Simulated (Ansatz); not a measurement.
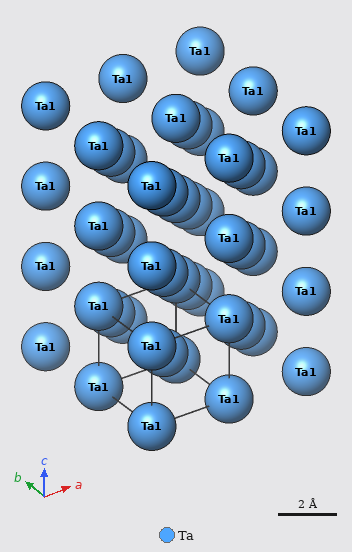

Reference structure: a crystal of Ta (set up in Im-3m). The picture is a spheres-only view of the conventional cell (2 times the calculation's cell), repeated 2 × 2 × 3 with one cell outlined, seen from a free direction. Lengths and directions refer to the drawn axes.

All numbers below come from Ansatz, DFT PBEsol, scalar-relativistic, plane waves, PAW. Set-up: plane-wave cutoff 420 eV; k-point mesh 18 × 18 × 18; occupations gaussian; smearing width 0.1 eV; no spin polarisation.

The variant: The crystal is put under a hydrostatic pressure of 10 GPa. Cell and atoms are relaxed at that pressure.

The input:
```yaml
crystal:
  lattice:
    - [-1.6159367973, 1.6159367973, 1.6159367973]
    - [1.6159367973, -1.6159367973, 1.6159367973]
    - [1.6159367973, 1.6159367973, -1.6159367973]
  atoms:
    - { symbol: Ta, position: [0.0, 0.0, 0.0] }
basis:
  ecutwfc: 420
kpoints:
  mp_grid: { grid: [18, 18, 18] }
hamiltonian:
  xc: pbesol
scf:
  occupations: { method: gaussian, width: 0.1 }
output:
  forces: true
  stress: true
  eigenvalues: true
relax:
  adjacent_minimum: "off"
  f_tol: 0.008
  max_steps: 50
  cell: { stress_tol: 0.08, p_target: 10.0 }
```

Run as
```bash
ansatz run input.yaml --threads 1 --pin off --max-ram 2560MiB --backend cpu --events-out ev --progress --plain --runs-dir out
```

> What does the calculation give for the changed structure?

The volume changes by −4.3 %, with a = b = c 3.280 → 3.233 Å (−1.5 %). The atoms keep their places relative to the cell (all moves are under 0.005 Å). Near-neighbour distances before and after: Ta–Ta 2.841 → 2.800 Å. The space group stays Im-3m (No. 229). Energy change: +22.6 meV per atom. The pressure goes from 0.0 to 10.0 GPa.

Drawn alike, the variant:

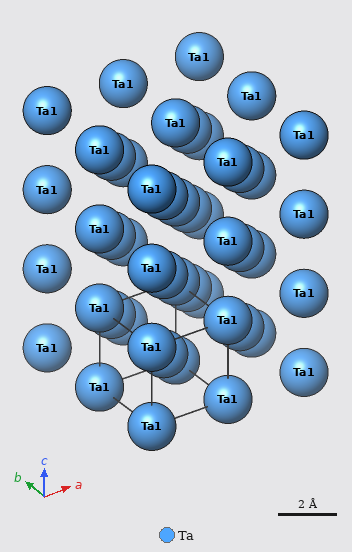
